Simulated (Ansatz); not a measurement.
## Bi4Se3: geometry relaxation (part 1 of 2)

System: Bi4Se3 (7 atoms in the cell).
Method: DFT PBEsol, scalar-relativistic, plane waves, PAW, no spin polarisation (Ansatz 0.2.0).

The structure derives from an entry of the Crystallography Open Database.

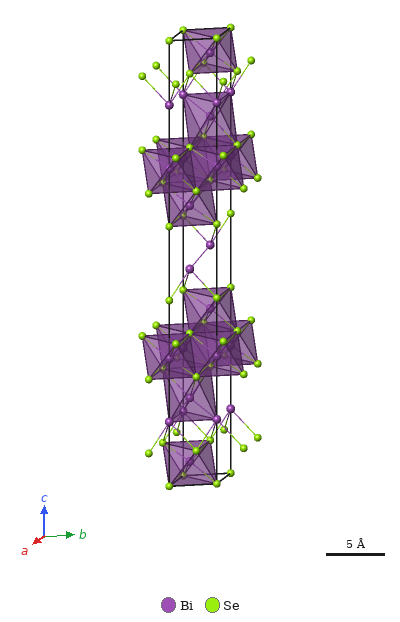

Fig. 1: The input geometry (polyhedral view of the cell 3 times as large as that of the calculation, set on its symmetry axes, seen slightly off an axis; polyhedra are completed across the faces of the cell). An atom can appear more than once, as a periodic image.

Results in brief:

- outcome: converged
- space group (tolerance 0.01 Å): R-3m (166)
- electrons treated: 108
- free energy: −65242.5116 eV
- Fermi energy: 9.771 eV
- gap on the k-point mesh: none (metallic)
- pressure: 0.00 GPa
- final volume: 207.14 Å³
- largest force (length of the vector) at the end: under 0.001 eV/Å
- final cell: a = 13.398 Å, b = 13.398 Å, c = 13.398 Å, α = 18.30°, β = 18.30°, γ = 18.30°
- hardware: 2 threads of Intel Xeon (Sapphire Rapids), 32 GiB of memory available, shared host
- wall time: 5.9 min (CPU time 12 min)
- peak memory: 1.8 GiB

Notes:

Spin–orbit coupling is left out, which matters for Bi.

The input:
```yaml
crystal:
  lattice:
    - [2.135, 1.2326428247, 13.3333333333]
    - [-2.135, 1.2326428247, 13.3333333333]
    - [0.0, -2.4652856494, 13.3333333333]
  atoms:
    - { symbol: Bi, position: [0.1445, 0.1445, 0.1445] }
    - { symbol: Bi, position: [0.8555, 0.8555, 0.8555] }
    - { symbol: Bi, position: [0.287, 0.287, 0.287] }
    - { symbol: Bi, position: [0.713, 0.713, 0.713] }
    - { symbol: Se, position: [0.417, 0.417, 0.417] }
    - { symbol: Se, position: [0.583, 0.583, 0.583] }
    - { symbol: Se, position: [0.0, 0.0, 0.0] }
basis:
  ecutwfc: 420
kpoints:
  mp_grid: { grid: [12, 12, 12] }
hamiltonian:
  xc: pbesol
scf:
  occupations: { method: gaussian, width: 0.1 }
output:
  forces: true
  stress: true
  eigenvalues: true
relax:
  adjacent_minimum: "off"
  f_tol: 0.005
  max_steps: 80
  cell: { stress_tol: 0.05 }
```

Run as:
```bash
ansatz run input.yaml --threads 2 --pin off --max-ram 5120MiB --backend cpu --events-out ev --progress --plain --runs-dir out
```

The program's output:
```
basis.fft_grid_basis auto: the FFT boxes are laid along the combinations [[1, 0, -1], [0, 1, -1], [0, 0, 1]] of the cell's own vectors, 4.270, 4.270 and 13.559 Å long. The dense box has 30×30×96 points. Along the cell's own vectors, as sized, it would have 96×96×96, 10.24 times as many. Of the 12 symmetry operations that the crystal satisfies within crystal.symmetry.tolerance (time reversal apart; of a slab, those that keep its plane) the dense box along the cell's own vectors carries 12, and the one as laid loses 8 of those. basis.fft_grid_basis: typed keeps the cell's own vectors: state it where this run's energies or levels are differenced outside the engine with another run's, or held beside a run that keeps those vectors.
Engine: ansatz 0.2.0, x86_64-unknown-linux-gnu
Pseudopotentials: kind: paw
Pseudopotential: Bi, paw, valence charge 15, recommended cutoff 420 eV (normal), Bi.paw.azcp
Pseudopotential: Se, paw, valence charge 16, recommended cutoff 420 eV (normal), Se.paw.azcp
Functional definition: PBEsol
  exchange = pbesol_x
  correlation = pbesol_c
Crystal: 7 atoms, lattice volume = 210.535 Å³
Basis set: ecut = 420 eV, 4095 PW (Γ), FFT grids on a1−a3, a2−a3, a3, exchange–correlation on 60×60×192 points (8 copies of the dense FFT grid, shifted against one another)
Bands: 65, of which v1, the nominal top of the filled ones, is band 54 counted from 1 (53 counted from 0)
Symmetry: 12 space group operations
Space group: R-3m (ITA 166), of the structure as read, at distance tolerance 5.9e-5 Å
k-points: 189 of 1728
Non-local potential: Bi, projectors of the file, l = 0: 2, l = 1: 2, l = 2: 2, l = 3: 2
Non-local potential: Se, projectors of the file, l = 0: 2, l = 1: 2, l = 2: 3, l = 3: 1
PAW form: soft (Blöchl's): semilocal exchange-correlation on the pseudo side does not see the compensation charge
PAW frozen core: Bi, regenerated for the run's functional, and the local potential with it (the file was generated under x = pbe(κ = 0.804, μ = 0.2195149727645171), c = pbe(β = 0.06672455060314922))
PAW frozen core: Se, regenerated for the run's functional, and the local potential with it (the file was generated under x = pbe(κ = 0.804, μ = 0.2195149727645171), c = pbe(β = 0.06672455060314922))
PAW one-centre angular grid: Bi, 590 points (default); XC on 64 Gauss nodes
PAW one-centre angular grid: Se, 590 points (default); XC on 64 Gauss nodes
Initial density: superposition of atomic densities (neutral atoms: chi_scale 0, normalization atom), corrected by the library's trained network
Initial wavefunctions: pseudopotential atomic-orbital guess
Functional: x = pbesol(κ = 0.804, μ = 0.12345679012345678), c = pbesol(β = 0.046)
SCF iter   1: F=—  HF=-65242.509741 eV  |F-HF|=—  |Δ(HF+E_count)|=         —  Δρ=2.69e-3  dr2=4.30e-2  ethr=1.77e-3  ⟨swp⟩=8.6  Hψ=51079  notcnv=0  defer=2
preconditioner: auto → LDOS  [metal: Δε(μ)=0.022 eV  Ē_g=8.947 eV  σ=0.100 eV  W_gap=0.12  n_scr=58 (ndim 8)  ℏωp=15.8 eV  f_vac=0.015  D(μ)=0.54/eV (n_scr^D=2)  β→1.0]
SCF iter   2: F=—  HF=-65242.530853 eV  |F-HF|=—  |Δ(HF+E_count)|=   2.11e-2  Δρ=4.59e-3  dr2=1.51e-1  ethr=3.98e-5  ⟨swp⟩=2.0  Hψ=25839  notcnv=0  defer=624
SCF iter   3: F=—  HF=-65242.501234 eV  |F-HF|=—  |Δ(HF+E_count)|=   2.96e-2  Δρ=1.43e-3  dr2=3.99e-2  ethr=3.98e-5  ⟨swp⟩=2.0  Hψ=22345  notcnv=0  defer=624
SCF iter   4: F=—  HF=-65242.497251 eV  |F-HF|=—  |Δ(HF+E_count)|=   3.98e-3  Δρ=1.58e-4  dr2=1.02e-4  ethr=3.69e-5  ⟨swp⟩=1.8  Hψ=12534  notcnv=0  defer=622
SCF iter   5: F=—  HF=-65242.497251 eV  |F-HF|=—  |Δ(HF+E_count)|=   3.49e-7  Δρ=5.42e-5  dr2=1.60e-5  ethr=9.41e-8  ⟨swp⟩=2.0  Hψ=22023  notcnv=0  defer=600
SCF iter   6: F=—  HF=-65242.497012 eV  |F-HF|=—  |Δ(HF+E_count)|=   2.39e-4  Δρ=1.61e-5  dr2=5.67e-7  ethr=1.49e-8  ⟨swp⟩=2.0  Hψ=17735  notcnv=0  defer=45
SCF iter   7: F=—  HF=-65242.497012 eV  |F-HF|=—  |Δ(HF+E_count)|=   7.08e-8  Δρ=5.87e-6  dr2=1.55e-7  ethr=9.26e-11  ⟨swp⟩=10.5  Hψ=61929  notcnv=0
SCF iter   8: F=-65242.497012 eV  HF=-65242.497012 eV  |F-HF|=7.13e-10  |Δ(HF+E_count)|=   1.90e-8  Δρ=1.35e-6  dr2=3.98e-9  ethr=9.26e-11  ⟨swp⟩=4.2  Hψ=41356  notcnv=0
SCF 1 converged in 8 iterations: F = -65242.497012 eV  dr2 = 3.98e-9
  greatest PAW one-centre occupation: 1.000 electrons in one spin orbital (limit 2), on the Se atom at site 5 (counted from 0), in its partial waves of l = 2
relax step   1: F+E_penalty+E_count = -65242.49701205 eV  Δ(F+E_penalty+E_count) = +0.000e0 eV  max|allowed force component| = 2.229e-1 eV/Å  Δτ_max = 0.0000 Å  P = -0.559 GPa  Ω = 210.535 Å³  (8 SCF iters, dr2 threshold 1.00e-7 eV, accepted)
Crystal: 7 atoms, lattice volume = 206.519 Å³
Basis set: ecut = 420 eV, 4023 PW (Γ), FFT grids on a1−a3, a2−a3, a3, exchange–correlation on 60×60×192 points (8 copies of the dense FFT grid, shifted against one another)
Initial density: handed on by an earlier stage of this run
Initial wavefunctions: those handed on with the density
iter 1 solved again at ethr=1.51e-5 eV; its pass at ethr=3.10e-3 eV (dr2=1.64e-2 eV) is discarded
SCF iter   1: F=—  HF=-65242.494040 eV  |F-HF|=—  |Δ(HF+E_count)|=         —  Δρ=2.19e-3  dr2=1.58e-2  ethr=1.51e-5  ⟨swp⟩=2.1  Hψ=63496  notcnv=0
preconditioner: auto → LDOS  [metal: Δε(μ)=0.057 eV  Ē_g=9.044 eV  σ=0.100 eV  W_gap=0.31  n_scr=58 (ndim 8)  ℏωp=15.9 eV  f_vac=0.011  D(μ)=0.44/eV (n_scr^D=2)  β→1.0]
SCF iter   2: F=—  HF=-65242.497578 eV  |F-HF|=—  |Δ(HF+E_count)|=   3.54e-3  Δρ=2.14e-3  dr2=5.40e-2  ethr=1.46e-5  ⟨swp⟩=2.0  Hψ=23693  notcnv=0  defer=1  recentre
SCF iter   3: F=—  HF=-65242.490849 eV  |F-HF|=—  |Δ(HF+E_count)|=   6.73e-3  Δρ=8.43e-4  dr2=1.43e-2  ethr=1.46e-5  ⟨swp⟩=3.0  Hψ=23639  notcnv=0  defer=2
SCF iter   4: F=—  HF=-65242.489474 eV  |F-HF|=—  |Δ(HF+E_count)|=   1.38e-3  Δρ=2.50e-4  dr2=3.95e-4  ethr=1.33e-5  ⟨swp⟩=1.0  Hψ=12941  notcnv=0  defer=3
SCF iter   5: F=—  HF=-65242.489198 eV  |F-HF|=—  |Δ(HF+E_count)|=   2.76e-4  Δρ=8.25e-5  dr2=1.28e-5  ethr=3.66e-7  ⟨swp⟩=1.8  Hψ=13170  notcnv=0  defer=3
SCF iter   6: F=—  HF=-65242.489201 eV  |F-HF|=—  |Δ(HF+E_count)|=   2.68e-6  Δρ=2.31e-5  dr2=1.74e-6  ethr=1.19e-8  ⟨swp⟩=2.5  Hψ=18467  notcnv=0  defer=3
SCF iter   7: F=-65242.489201 eV  HF=-65242.489201 eV  |F-HF|=4.04e-8  |Δ(HF+E_count)|=   8.95e-8  Δρ=6.65e-6  dr2=9.48e-8  ethr=6.48e-10  ⟨swp⟩=7.6  Hψ=50139  notcnv=0
SCF 2 converged in 7 iterations: F = -65242.489201 eV  dr2 = 9.48e-8
relax step   2: F+E_penalty+E_count = -65242.48920059 eV  Δ(F+E_penalty+E_count) = +7.811e-3 eV  max|allowed force component| = 3.874e-1 eV/Å  Δτ_max = 0.0445 Å  P = +0.459 GPa  Ω = 206.519 Å³  energy of the carried Pulay correction = +5.933e-4 eV  (7 SCF iters, dr2 threshold 7.00e-7 eV, rejected (line search))
Crystal: 7 atoms, lattice volume = 208.268 Å³
Basis set: ecut = 420 eV, 4059 PW (Γ), FFT grids on a1−a3, a2−a3, a3, exchange–correlation on 60×60×192 points (8 copies of the dense FFT grid, shifted against one another)
iter 1 solved again at ethr=4.40e-6 eV; its pass at ethr=3.10e-3 eV (dr2=4.75e-3 eV) is discarded
SCF iter   1: F=—  HF=-65242.511945 eV  |F-HF|=—  |Δ(HF+E_count)|=         —  Δρ=1.23e-3  dr2=4.58e-3  ethr=4.40e-6  ⟨swp⟩=2.0  Hψ=63315  notcnv=0
preconditioner: auto → LDOS  [metal: Δε(μ)=0.026 eV  Ē_g=9.007 eV  σ=0.100 eV  W_gap=0.14  n_scr=58 (ndim 8)  ℏωp=15.9 eV  f_vac=0.012  D(μ)=0.63/eV (n_scr^D=2)  β→1.0]
SCF iter   2: F=—  HF=-65242.512410 eV  |F-HF|=—  |Δ(HF+E_count)|=   4.64e-4  Δρ=1.10e-3  dr2=9.18e-3  ethr=4.24e-6  ⟨swp⟩=2.0  Hψ=22862  notcnv=0
SCF iter   3: F=—  HF=-65242.510922 eV  |F-HF|=—  |Δ(HF+E_count)|=   1.49e-3  Δρ=4.39e-4  dr2=3.60e-3  ethr=4.24e-6  ⟨swp⟩=2.0  Hψ=15850  notcnv=0
SCF iter   4: F=—  HF=-65242.510571 eV  |F-HF|=—  |Δ(HF+E_count)|=   3.50e-4  Δρ=1.26e-4  dr2=7.58e-5  ethr=3.34e-6  ⟨swp⟩=1.1  Hψ=12337  notcnv=0
SCF iter   5: F=—  HF=-65242.510558 eV  |F-HF|=—  |Δ(HF+E_count)|=   1.26e-5  Δρ=3.91e-5  dr2=2.76e-6  ethr=7.02e-8  ⟨swp⟩=2.0  Hψ=15522  notcnv=0
SCF iter   6: F=—  HF=-65242.510314 eV  |F-HF|=—  |Δ(HF+E_count)|=   2.44e-4  Δρ=1.29e-5  dr2=4.55e-7  ethr=2.56e-9  ⟨swp⟩=2.0  Hψ=17773  notcnv=0
SCF iter   7: F=—  HF=-65242.510314 eV  |F-HF|=—  |Δ(HF+E_count)|=   3.42e-8  Δρ=3.20e-6  dr2=1.58e-8  ethr=4.22e-10  ⟨swp⟩=2.2  Hψ=17407  notcnv=0
SCF iter   8: F=—  HF=-65242.510314 eV  |F-HF|=—  |Δ(HF+E_count)|=   5.64e-9  Δρ=9.24e-7  dr2=1.16e-9  ethr=1.46e-11  ⟨swp⟩=2.1  Hψ=15929  notcnv=0
SCF iter   9: F=-65242.510314 eV  HF=-65242.510314 eV  |F-HF|=0.00e0  |Δ(HF+E_count)|=  2.04e-10  Δρ=1.81e-7  dr2=6.04e-11  ethr=1.00e-12  ⟨swp⟩=3.9  Hψ=51434  notcnv=0
SCF 3 converged in 9 iterations: F = -65242.510314 eV  dr2 = 6.04e-11
relax step   3: F+E_penalty+E_count = -65242.51031442 eV  Δ(F+E_penalty+E_count) = -1.330e-2 eV  max|allowed force component| = 3.789e-2 eV/Å  Δτ_max = 0.0188 Å  P = -0.069 GPa  Ω = 208.268 Å³  energy of the carried Pulay correction = +3.335e-4 eV  (9 SCF iters, accepted)
Crystal: 7 atoms, lattice volume = 208.020 Å³
iter 1 solved again at ethr=1.38e-6 eV; its pass at ethr=3.10e-3 eV (dr2=1.49e-3 eV) is discarded
SCF iter   1: F=—  HF=-65242.511738 eV  |F-HF|=—  |Δ(HF+E_count)|=         —  Δρ=5.19e-4  dr2=1.47e-3  ethr=1.38e-6  ⟨swp⟩=2.8  Hψ=53813  notcnv=0
preconditioner: auto → LDOS  [metal: Δε(μ)=0.027 eV  Ē_g=9.005 eV  σ=0.100 eV  W_gap=0.15  n_scr=58 (ndim 8)  ℏωp=15.9 eV  f_vac=0.011  D(μ)=0.61/eV (n_scr^D=2)  β→1.0]
SCF iter   2: F=—  HF=-65242.512507 eV  |F-HF|=—  |Δ(HF+E_count)|=   7.69e-4  Δρ=6.24e-4  dr2=1.12e-2  ethr=1.36e-6  ⟨swp⟩=2.0  Hψ=22503  notcnv=0  recentre
SCF iter   3: F=—  HF=-65242.511594 eV  |F-HF|=—  |Δ(HF+E_count)|=   9.13e-4  Δρ=2.52e-4  dr2=7.15e-4  ethr=1.36e-6  ⟨swp⟩=2.0  Hψ=21732  notcnv=0
SCF iter   4: F=—  HF=-65242.511529 eV  |F-HF|=—  |Δ(HF+E_count)|=   6.50e-5  Δρ=5.80e-5  dr2=9.93e-6  ethr=6.62e-7  ⟨swp⟩=1.3  Hψ=12535  notcnv=0
SCF iter   5: F=—  HF=-65242.511287 eV  |F-HF|=—  |Δ(HF+E_count)|=   2.42e-4  Δρ=1.49e-5  dr2=2.33e-7  ethr=9.19e-9  ⟨swp⟩=2.5  Hψ=19041  notcnv=0
SCF iter   6: F=-65242.511288 eV  HF=-65242.511288 eV  |F-HF|=4.34e-9  |Δ(HF+E_count)|=   2.90e-7  Δρ=4.98e-6  dr2=3.47e-8  ethr=8.31e-11  ⟨swp⟩=6.3  Hψ=53484  notcnv=0
SCF 4 converged in 6 iterations: F = -65242.511288 eV  dr2 = 3.47e-8
relax step   4: F+E_penalty+E_count = -65242.51128761 eV  Δ(F+E_penalty+E_count) = -9.732e-4 eV  max|allowed force component| = 3.506e-2 eV/Å  Δτ_max = 0.0113 Å  P = -0.109 GPa  Ω = 208.020 Å³  energy of the carried Pulay correction = +3.702e-4 eV  (6 SCF iters, dr2 threshold 8.97e-8 eV, accepted)
Crystal: 7 atoms, lattice volume = 206.860 Å³
Basis set: ecut = 420 eV, 4045 PW (Γ), FFT grids on a1−a3, a2−a3, a3, exchange–correlation on 60×60×192 points (8 copies of the dense FFT grid, shifted against one another)
iter 1 solved again at ethr=6.36e-7 eV; its pass at ethr=3.10e-3 eV (dr2=6.87e-4 eV) is discarded
SCF iter   1: F=—  HF=-65242.512473 eV  |F-HF|=—  |Δ(HF+E_count)|=         —  Δρ=5.57e-4  dr2=5.59e-4  ethr=6.36e-7  ⟨swp⟩=3.0  Hψ=58991  notcnv=0
preconditioner: auto → LDOS  [metal: Δε(μ)=0.029 eV  Ē_g=9.021 eV  σ=0.100 eV  W_gap=0.16  n_scr=58 (ndim 8)  ℏωp=15.9 eV  f_vac=0.010  D(μ)=0.59/eV (n_scr^D=2)  β→1.0]
SCF iter   2: F=—  HF=-65242.512640 eV  |F-HF|=—  |Δ(HF+E_count)|=   1.67e-4  Δρ=4.39e-4  dr2=2.51e-3  ethr=5.18e-7  ⟨swp⟩=2.0  Hψ=22508  notcnv=0  recentre
SCF iter   3: F=—  HF=-65242.512364 eV  |F-HF|=—  |Δ(HF+E_count)|=   2.76e-4  Δρ=2.02e-4  dr2=5.14e-4  ethr=5.18e-7  ⟨swp⟩=2.0  Hψ=22500  notcnv=0
SCF iter   4: F=—  HF=-65242.512323 eV  |F-HF|=—  |Δ(HF+E_count)|=   4.04e-5  Δρ=5.96e-5  dr2=2.06e-5  ethr=4.76e-7  ⟨swp⟩=1.4  Hψ=12655  notcnv=0
SCF iter   5: F=—  HF=-65242.512067 eV  |F-HF|=—  |Δ(HF+E_count)|=   2.57e-4  Δρ=1.65e-5  dr2=3.54e-7  ethr=1.91e-8  ⟨swp⟩=1.9  Hψ=13762  notcnv=0
SCF iter   6: F=-65242.512067 eV  HF=-65242.512067 eV  |F-HF|=2.33e-8  |Δ(HF+E_count)|=   2.84e-7  Δρ=5.56e-6  dr2=6.31e-8  ethr=7.11e-11  ⟨swp⟩=6.3  Hψ=54729  notcnv=0
SCF 5 converged in 6 iterations: F = -65242.512067 eV  dr2 = 6.31e-8
relax step   5: F+E_penalty+E_count = -65242.51206712 eV  Δ(F+E_penalty+E_count) = -7.795e-4 eV  max|allowed force component| = 4.843e-3 eV/Å  Δτ_max = 0.0117 Å  P = +0.064 GPa  Ω = 206.860 Å³  energy of the carried Pulay correction = +5.424e-4 eV  (6 SCF iters, dr2 threshold 7.68e-8 eV, accepted)
Crystal: 7 atoms, lattice volume = 207.136 Å³
Basis set: ecut = 420 eV, 4047 PW (Γ), FFT grids on a1−a3, a2−a3, a3, exchange–correlation on 60×60×192 points (8 copies of the dense FFT grid, shifted against one another)
iter 1 solved again at ethr=4.09e-8 eV; its pass at ethr=3.10e-3 eV (dr2=4.41e-5 eV) is discarded
SCF iter   1: F=—  HF=-65242.512331 eV  |F-HF|=—  |Δ(HF+E_count)|=         —  Δρ=6.59e-5  dr2=3.75e-5  ethr=4.09e-8  ⟨swp⟩=3.0  Hψ=54172  notcnv=0
preconditioner: auto → LDOS  [metal: Δε(μ)=0.028 eV  Ē_g=9.017 eV  σ=0.100 eV  W_gap=0.16  n_scr=58 (ndim 8)  ℏωp=15.9 eV  f_vac=0.011  D(μ)=0.59/eV (n_scr^D=2)  β→1.0]
SCF iter   2: F=—  HF=-65242.512349 eV  |F-HF|=—  |Δ(HF+E_count)|=   1.75e-5  Δρ=7.64e-5  dr2=2.02e-4  ethr=3.47e-8  ⟨swp⟩=2.0  Hψ=19645  notcnv=0
SCF iter   3: F=—  HF=-65242.512334 eV  |F-HF|=—  |Δ(HF+E_count)|=   1.47e-5  Δρ=5.35e-5  dr2=5.23e-5  ethr=3.47e-8  ⟨swp⟩=2.0  Hψ=19414  notcnv=0
SCF iter   4: F=—  HF=-65242.512329 eV  |F-HF|=—  |Δ(HF+E_count)|=   4.97e-6  Δρ=7.87e-6  dr2=1.35e-6  ethr=3.47e-8  ⟨swp⟩=1.3  Hψ=12532  notcnv=0
SCF iter   5: F=—  HF=-65242.512083 eV  |F-HF|=—  |Δ(HF+E_count)|=   2.46e-4  Δρ=1.70e-6  dr2=3.33e-8  ethr=1.25e-9  ⟨swp⟩=1.6  Hψ=12597  notcnv=0
SCF iter   6: F=-65242.512083 eV  HF=-65242.512083 eV  |F-HF|=1.56e-9  |Δ(HF+E_count)|=   1.91e-9  Δρ=6.60e-7  dr2=1.69e-9  ethr=1.30e-11  ⟨swp⟩=5.0  Hψ=44985  notcnv=0
SCF 6 converged in 6 iterations: F = -65242.512083 eV  dr2 = 1.69e-9
relax step   6: F+E_penalty+E_count = -65242.51208309 eV  Δ(F+E_penalty+E_count) = -1.596e-5 eV  max|allowed force component| = 3.885e-4 eV/Å  Δτ_max = 0.0011 Å  P = +0.001 GPa  Ω = 207.136 Å³  energy of the carried Pulay correction = +5.014e-4 eV  (6 SCF iters, dr2 threshold 1.41e-8 eV, accepted)
Basis set: ecut = 420 eV, 4047 PW (Γ), FFT grids on a1−a3, a2−a3, a3, exchange–correlation on 60×60×180 points (8 copies of the dense FFT grid, shifted against one another)
Initial wavefunctions: pseudopotential atomic-orbital guess (no wavefunctions were taken with the density)
iter 1 solved again at ethr=1.44e-7 eV; its pass at ethr=3.10e-3 eV (dr2=1.55e-4 eV) is discarded
SCF iter   1: F=—  HF=-65242.511817 eV  |F-HF|=—  |Δ(HF+E_count)|=         —  Δρ=1.86e-5  dr2=1.40e-7  ethr=1.44e-7  ⟨swp⟩=3.2  Hψ=86232  notcnv=0
preconditioner: auto → Kerker (q_TF=auto, 2.448 Å⁻¹)  [metal: Δε(μ)=0.028 eV  Ē_g=9.016 eV  σ=0.100 eV  W_gap=0.16  n_scr=58 (ndim 8)  ℏωp=15.9 eV  f_vac=0.010  D(μ)=0.58/eV (n_scr^D=2)]
SCF iter   2: F=—  HF=-65242.511568 eV  |F-HF|=—  |Δ(HF+E_count)|=   2.49e-4  Δρ=9.74e-6  dr2=3.92e-8  ethr=1.30e-10  ⟨swp⟩=2.8  Hψ=24291  notcnv=0
SCF iter   3: F=—  HF=-65242.511568 eV  |F-HF|=—  |Δ(HF+E_count)|=   1.99e-8  Δρ=2.68e-6  dr2=3.21e-9  ethr=3.63e-11  ⟨swp⟩=3.0  Hψ=21083  notcnv=0
SCF iter   4: F=—  HF=-65242.511568 eV  |F-HF|=—  |Δ(HF+E_count)|=   1.19e-9  Δρ=2.92e-7  dr2=1.51e-10  ethr=2.97e-12  ⟨swp⟩=2.0  Hψ=22476  notcnv=0
SCF iter   5: F=-65242.511568 eV  HF=-65242.511568 eV  |F-HF|=0.00e0  |Δ(HF+E_count)|=  5.82e-11  Δρ=6.92e-8  dr2=3.19e-11  ethr=1.00e-12  ⟨swp⟩=6.6  Hψ=50408  notcnv=0
SCF 7 converged in 5 iterations: F = -65242.511568 eV  dr2 = 3.19e-11
relax step   7: F+E_penalty+E_count = -65242.51156815 eV  Δ(F+E_penalty+E_count) = +5.149e-4 eV  max|allowed force component| = 3.681e-4 eV/Å  Δτ_max = 0.0000 Å  P = +0.001 GPa  Ω = 207.136 Å³  stress off target by 4.39e-3 GPa  SCF on the basis re-selected at this cell (its energy is not comparable with the rows above)  (5 SCF iters)
```
